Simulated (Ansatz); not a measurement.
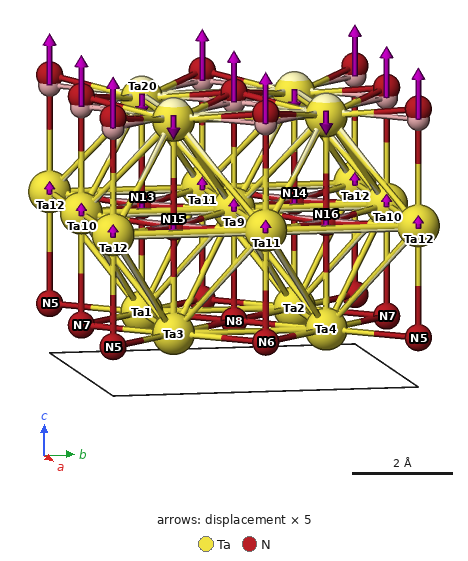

This is a constrained relaxation of a slab of composition TaN (cut from the Fm-3m phase). The starting structure is drawn faded, the final one solid; purple arrows show the displacements, magnified 5 times.

Style: ball-and-stick. Shown: the cell of the calculation, outlined in the plane, without the vacuum (origin shifted), slightly off an axis.

Case: clean slab, lower planes held. The slab is the (1 0 0) face of TaN. 8 atoms are held fixed.

Level of theory: DFT PBE, scalar-relativistic, plane waves, PAW in Ansatz.

Input file:
```yaml
crystal:
  lattice:
    - [6.2469625124, 0.0, 0.0]
    - [0.0, 6.2469625124, 0.0]
    - [0.0, 0.0, 20.4172695543]
  atoms:
    - { symbol: Ta, position: [0.5, 0.5, 0.3918251644] }
    - { symbol: Ta, position: [0.5, 0.0, 0.3918251644] }
    - { symbol: Ta, position: [0.0, 0.5, 0.3918251644] }
    - { symbol: Ta, position: [0.0, 0.0, 0.3918251644] }
    - { symbol: "N", position: [0.25, 0.25, 0.3918251644] }
    - { symbol: "N", position: [0.25, 0.75, 0.3918251644] }
    - { symbol: "N", position: [0.75, 0.25, 0.3918251644] }
    - { symbol: "N", position: [0.75, 0.75, 0.3918251644] }
    - { symbol: Ta, position: [0.75, 0.75, 0.5] }
    - { symbol: Ta, position: [0.75, 0.25, 0.5] }
    - { symbol: Ta, position: [0.25, 0.75, 0.5] }
    - { symbol: Ta, position: [0.25, 0.25, 0.5] }
    - { symbol: "N", position: [0.5, 0.5, 0.5] }
    - { symbol: "N", position: [0.5, 0.0, 0.5] }
    - { symbol: "N", position: [0.0, 0.5, 0.5] }
    - { symbol: "N", position: [0.0, 0.0, 0.5] }
    - { symbol: Ta, position: [0.0, 0.0, 0.6081748356] }
    - { symbol: Ta, position: [0.0, 0.5, 0.6081748356] }
    - { symbol: Ta, position: [0.5, 0.0, 0.6081748356] }
    - { symbol: Ta, position: [0.5, 0.5, 0.6081748356] }
    - { symbol: "N", position: [0.75, 0.75, 0.6081748356] }
    - { symbol: "N", position: [0.75, 0.25, 0.6081748356] }
    - { symbol: "N", position: [0.25, 0.75, 0.6081748356] }
    - { symbol: "N", position: [0.25, 0.25, 0.6081748356] }
basis:
  ecutwfc: 420
kpoints:
  mp_grid: { grid: [3, 3, 1] }
hamiltonian:
  xc: pbe
scf:
  occupations: { method: gaussian, width: 0.1 }
output:
  forces: true
  eigenvalues: true
  write_density: true
  write_potential: true
  elf: true
  volumetric_format: npy
relax:
  adjacent_minimum: "off"
  f_tol: 0.03
  max_steps: 70
  constraints: [{ sites: [0, 1, 2, 3, 4, 5, 6, 7] }]
efield:
  axis: 3
  dipole_correction: true
  ramp_width: 0.04
```

Command:
```bash
ansatz run input.yaml --threads 4 --pin off --max-ram 10240MiB --backend cpu --events-out ev --progress --plain --runs-dir out
```

Which element moves most?

Nitrogen: up to 0.21 Å, against 0.10 Å for tantalum.

What happened in the run?

The largest moves, 0.21 Å, are those of N21, N22, N23 and N24. N21 goes along the normal (+c). Largest moves by element: N 0.21 Å, Ta 0.10 Å. The lattice vectors keep their values. Some distances before and after: Ta10–N22 2.209 → 2.365 Å, Ta10–Ta17 3.123 → 3.015 Å, N5–Ta12 2.209 → 2.264 Å, N13–Ta20 2.209 → 2.160 Å. Among the angles between lasting bonds that change: Ta17–N22–Ta20 180.0° → 163.9°, Ta10–N22–Ta17 90.0° → 82.0°, Ta9–N16–Ta12 180.0° → 174.4°. The energy falls by 1.056 eV per cell of the calculation in 4 geometry steps. Largest force component: 1.6 eV/Å at the start, 0.022 eV/Å at the end. The run took 29 s on 4 threads of Intel(R) Xeon(R) 6975P-C (Granite Rapids) (shared host), peak memory 1.6 GiB.
